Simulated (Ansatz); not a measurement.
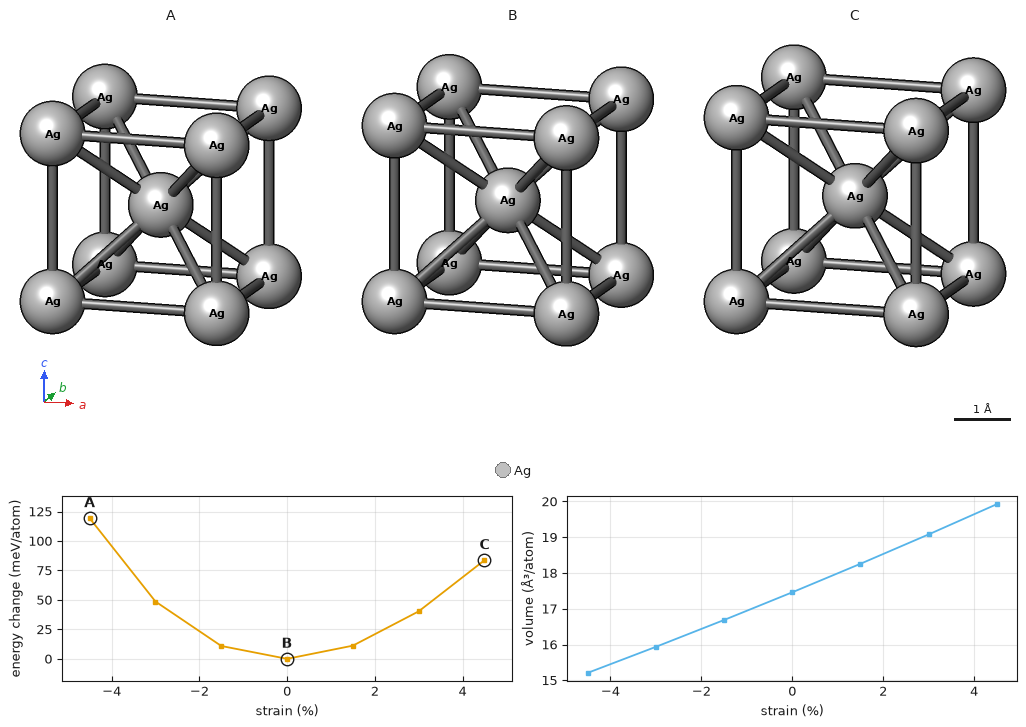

Members of a series of calculations on crystalline Ag (set up in Im-3m), marked on the first curve. The picture is a ball-and-stick view of the cell of the calculation, seen slightly off an axis.

Theory: DFT r2SCAN, scalar-relativistic, plane waves, PAW (Ansatz 0.2.0). Set-up: plane-wave cutoff 500 eV; k-point mesh 16 × 16 × 16; occupations gaussian; smearing width 0.1 eV; no spin polarisation.

> Which kind of strain is it, and how does the structure respond?

Equal strain along all axes, cell held, atoms relaxed. A (strain −4.5 %): energy change 119 meV/atom, volume 15.21 Å³ per atom. B (strain 0.0 %): energy change 0.0 meV/atom, volume 17.46 Å³ per atom. C (strain 4.5 %): energy change 83.7 meV/atom, volume 19.92 Å³ per atom. The rest compares A with C. The volume changes by +31.0 %, with a = b = c 3.121 → 3.416 Å (+9.4 %). Some distances before and after: Ag–Ag 3.121 → 3.416 Å, Ag–Ag 2.703 → 2.958 Å.
